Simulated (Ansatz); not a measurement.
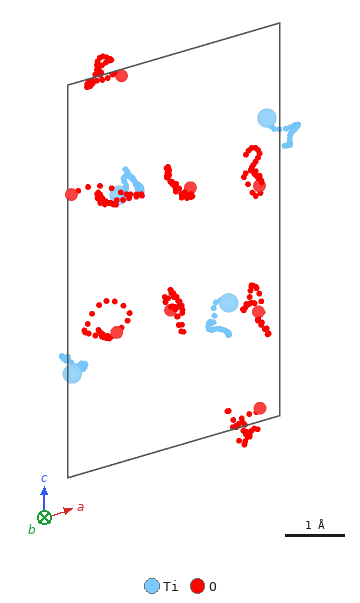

A Born-Oppenheimer molecular dynamics run of a 12-atom cell of TiO₂, 210 fs long. It starts from the last geometry of an earlier run, with fresh velocities. Dots mark each atom's position at evenly spaced times, in the colour of its element; spheres stand at the starting positions. Seen along the b axis in the reduced simulation cell.

Method: DFT PBE, scalar-relativistic, plane waves, PAW in Ansatz 0.2.0. Run with plane-wave cutoff 420 eV; k-point mesh 3 × 3 × 2; Fermi-Dirac smearing 0.24 eV; volume 1.15 times that of the relaxed crystal; Langevin thermostat (NVT); set temperature 2240 K, then to 300 K over 105 steps, then to 300 K over 35 steps; time step 1.5 fs; friction 0.02 per fs.

Question: How do the atoms move?

Answer: In the second half of the run the atoms are, in the root-mean-square, this far from where they began (common drift taken out): Ti 0.56 Å, O 0.50 Å. Against the typical shortest distance between atoms in the first frame, about 1.8 Å these are large excursions, but over 210 fs one can't yet tell strong vibration from the start of diffusion.

Cost: 25 min on 1 thread of Arm Neoverse V1, with other jobs on the host, peak memory 0.47 GiB.

PAW datasets: the set soft_1.
